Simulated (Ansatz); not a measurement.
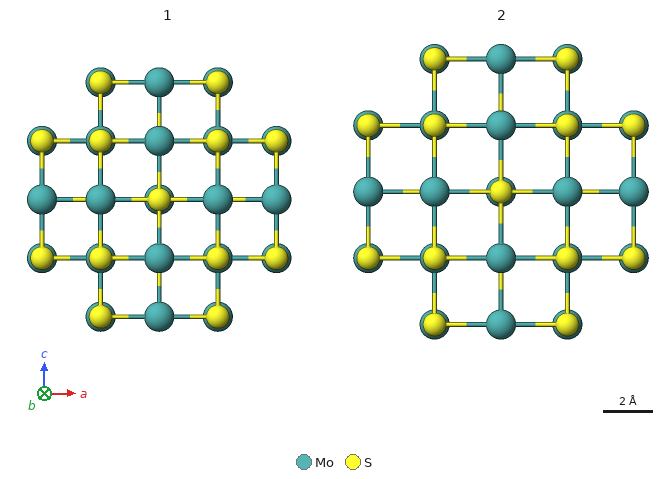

Two geometries of crystalline MoS (built on the rock salt type) (coarse preliminary run), drawn at one scale. One is the start of a relaxation, the other its converged end. A ball-and-stick model of the conventional cell (4 times the calculation's cell), seen along the b axis. Lengths and directions refer to the drawn axes.

Theory: DFT r2SCAN+U, scalar-relativistic, plane waves, PAW (Ansatz 0.2.0). Settings: plane-wave cutoff 500 eV; k-point mesh 8 × 8 × 8; occupations gaussian; smearing width 0.1 eV; U Mo 4.38 eV; collinear spin; cell and atoms relaxed; force threshold 0.05 eV/Å; at most 80 steps.

Which of the two is the end point?

Structure 2 is the relaxed one. No atom moves by more than 0.005 Å relative to the cell. Cell: a = b = c 4.830 → 5.470 Å (+13.3 %). Volume +45.3 %. Among the contacts that change: Mo–S 2.415 → 2.735 Å. The space group stays Fm-3m (No. 225). The energy falls by 803 meV per atom in 3 accepted moves (4 points after the start). All forces vanish by symmetry, so only the cell relaxes. The pressure goes from 44.74 to 0.04 GPa. The SCF was repeated once at an unchanged geometry on a basis and grid sized afresh for the cell, which shifted the energy by 2.9 meV per atom at most. The program noted that the starting moments weren't kept. The run took 79 s on 1 thread of Intel(R) Xeon(R) Processor @ 2.50GHz (Skylake/Cascade Lake) (shared host), peak memory 0.52 GiB.
